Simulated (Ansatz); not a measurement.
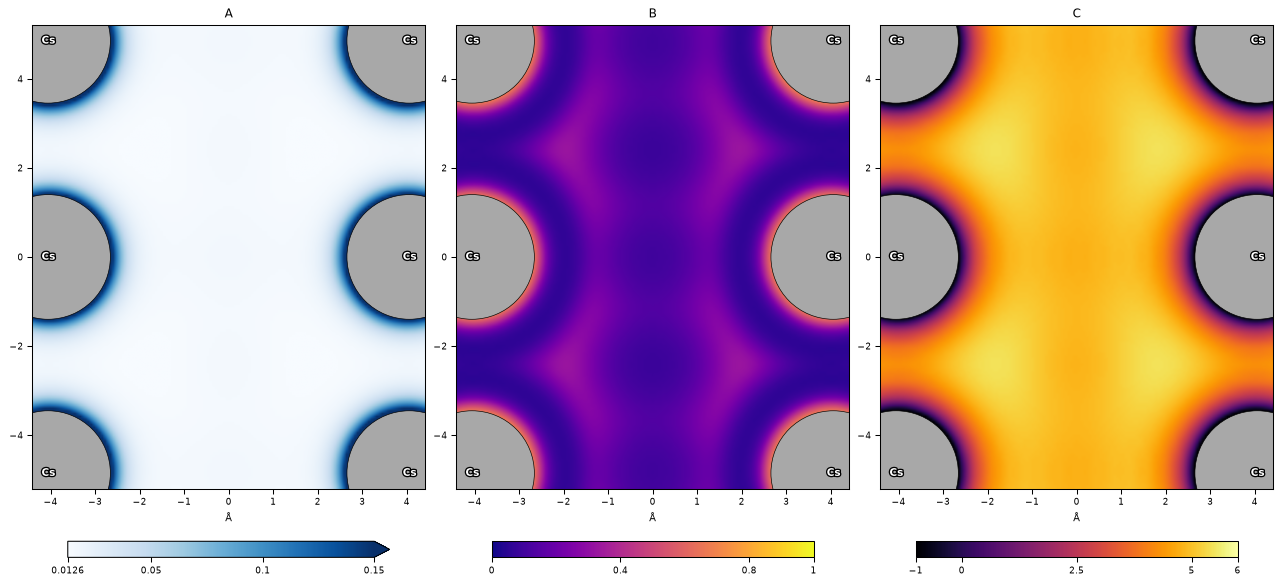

Cs: 3 fields on the (100) plane of the conventional cell, with unlabelled colour scales. Grey discs cover the atomic cores.

Space group P6/mmm; set up as Cs, omega (AlB2-type); a generated structure, not necessarily the stable one; changed on purpose from its base cell (volume × 0.96); computed without spin polarisation.

Theory: Ansatz, DFT, LDA (PW92), plane waves (420 eV) with PAW, scalar-relativistic.

**Which field does each panel show? The fields are: electron localisation function, electrostatic potential energy of an electron and valence pseudo-density.**

Panel A: valence pseudo-density. Panel B: electron localisation function. Panel C: electrostatic potential energy of an electron (low next to the atoms, rising into the space between them). From the grid: Cs–Cs (4.85 Å): the density is about 0.02 e/Å³ at the midpoint; the ELF is about 0.05 at the midpoint (no shared electron pair shows on this line).
